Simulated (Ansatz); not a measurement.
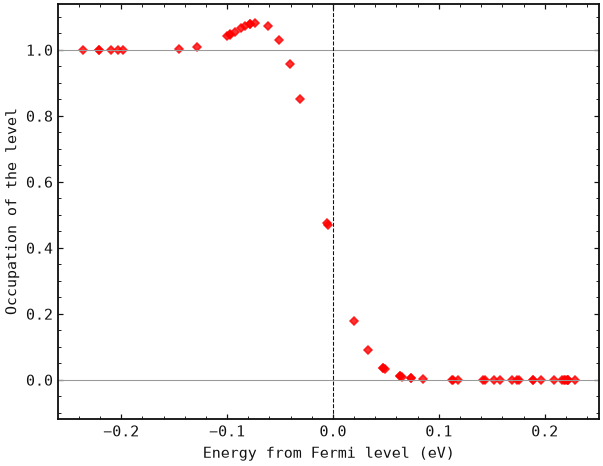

Occupations of the one-electron levels of the k mesh against their energy, from a run on Ni, space group Fm-3m, 1 atom in the cell, with Ansatz.

> Which smearing scheme was used (Fermi-Dirac, Gaussian, Methfessel-Paxton or cold), and about what width?

cold (Marzari-Vanderbilt) smearing with a width of 0.05 eV. The occupations overshoot 1 below the Fermi level (up to 1.08) but never turn negative, and they are not symmetric about it.
